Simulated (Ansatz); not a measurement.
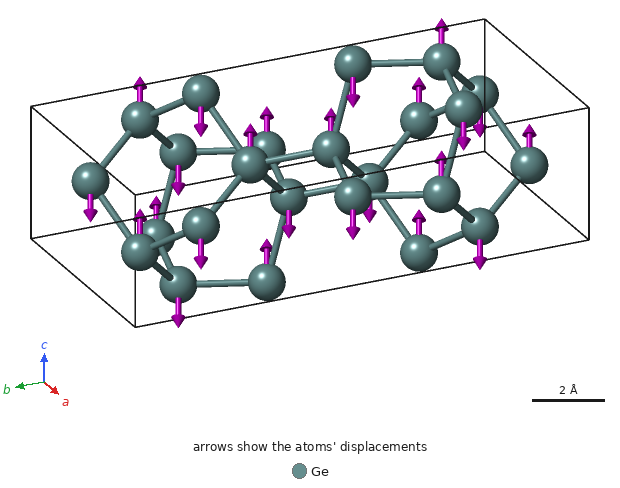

One vibrational mode of crystalline Ge (a generated structure) at the zone centre. Displacements are drawn as purple arrows; their common scale and sign are arbitrary. Style: ball-and-stick. Shown: the conventional cell (2 times the calculation's cell), from a free direction. Lengths and directions refer to the drawn axes.

The calculation used DFT PBE, scalar-relativistic, plane waves, PAW (Ansatz).

The input:
```yaml
crystal:
  lattice:
    - [3.4108577692, -7.0661243717, 0.0]
    - [3.4108577692, 7.0661243717, 0.0]
    - [0.0, 0.0, 4.0693951797]
  atoms:
    - { symbol: Ge, position: [0.1484772505, 0.4838570544, 0.0] }
    - { symbol: Ge, position: [0.8515227495, 0.5161429456, 0.0] }
    - { symbol: Ge, position: [0.5161429456, 0.8515227495, 0.0] }
    - { symbol: Ge, position: [0.4838570544, 0.1484772505, 0.0] }
    - { symbol: Ge, position: [0.9044411284, 0.7266115421, 0.5] }
    - { symbol: Ge, position: [0.0955588716, 0.2733884579, 0.5] }
    - { symbol: Ge, position: [0.2733884579, 0.0955588716, 0.5] }
    - { symbol: Ge, position: [0.7266115421, 0.9044411284, 0.5] }
basis:
  ecutwfc: 420
kpoints:
  mp_grid: { grid: [6, 6, 10] }
hamiltonian:
  xc: pbe
scf:
  occupations: { method: gaussian, width: 0.1 }
output:
  eigenvalues: true
phonons:
  method: dfpt
  eigenvectors: true
  qmesh: [1, 1, 2]
  temperatures: { t_max: 1000, t_step: 100 }
  qpath:
    path:
      - [[0.0, 0.0, 0.0], [-0.5, 0.5, 0.0], [-0.30825117, 0.69174883, 0.0]]
      - [[0.30825117, 0.30825117, 0.0], [0.0, 0.0, 0.0], [0.0, 0.0, 0.5], [0.30825117, 0.30825117, 0.5]]
      - [[-0.30825117, 0.69174883, 0.5], [-0.5, 0.5, 0.5], [-0.5, 0.5, 0.0]]
      - [[0.0, 0.0, 0.0], [0.0, 0.5, 0.0], [0.0, 0.5, 0.5], [0.0, 0.0, 0.5], [-0.5, 0.5, 0.5]]
    npoints: 8
```

Command:
```bash
ansatz run input.yaml --threads 4 --pin off --max-ram 8192MiB --backend cpu --events-out ev --progress --plain --runs-dir out
```

Frequencies are those without the non-analytic (LO–TO) term.

> Give the symmetry, activity and frequency of this mode.

This is the B₂g mode at 265 cm⁻¹, optical level 17 of 20, counted from below, Raman-active by symmetry. All motion is along c; atoms of one kind move against one another, with no net shift of any sublattice.
